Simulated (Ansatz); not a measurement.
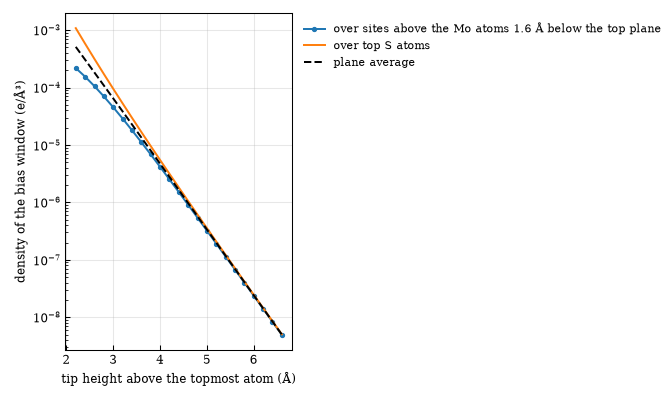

Approach curves over MoS2(001) (R3m bulk, 6 atomic planes (those closer than 0.6 Å count as one), 10 Å, S-terminated) at a sample bias of −1.80 V.

Model: Tersoff–Hamann, s-wave tip, no tip–sample forces. Zero bias is put in the middle of the gap by convention. Bias windows are sharp sums over the levels of the k mesh.

Theory: Ansatz, DFT PBE, scalar-relativistic, plane waves, PAW. Cutoff 420 eV, 18 × 18 k-points, Gaussian smearing 0.05 eV, dipole correction. The slab is a cut without reconstruction beyond its cell, at the source's lattice constants, with its lower half held fixed and the rest relaxed. Relaxation changes the spacing of inner planes by up to 26 %, all the same way; the held half keeps the source's spacing. No spin polarisation (the relaxation was started with spin and lost its moment; a magnetic state may still lie lower).

```cif
data_structure
_symmetry_space_group_name_H-M 'P 1'
_symmetry_Int_Tables_number 1
_cell_length_a 3.1630
_cell_length_b 3.1630
_cell_length_c 29.1268
_cell_angle_alpha 90.000
_cell_angle_beta 90.000
_cell_angle_gamma 120.000
_cell_volume 252.36
loop_
_atom_site_label
_atom_site_type_symbol
_atom_site_fract_x
_atom_site_fract_y
_atom_site_fract_z
_atom_site_occupancy
S1 S 0.33333 0.66667 0.34333 1
Mo1 Mo 0.66667 0.33333 0.39490 1
S2 S 0.33333 0.66667 0.44644 1
S3 S 0.00000 0.00000 0.58094 1
Mo2 Mo 0.33333 0.66667 0.63485 1
S4 S 0.00000 0.00000 0.68874 1
```

The last single point, restarted from the relaxation's density, took 56 s on 1 thread of AMD EPYC 7R43 64-Core Processor (Zen 3), on a shared host, peak memory 0.66 GiB.

> How fast does the current decay, and what apparent barrier height does that imply?

Near 4 Å the plane average falls as exp(−2.63 z/Å), a factor of 14 per ångström, which gives an apparent barrier of 6.6 eV (0.952 eV Å² times the slope squared). The vacuum level lies 5.07 eV above zero bias. The highest filled states lie 5.69 eV under it. The apparent barrier is above 5.69 eV. At 4 Å the 0.23 eV of states nearest the highest filled state carry 6 % of the density, so deeper states, or ones away from the zone centre, set the barrier.
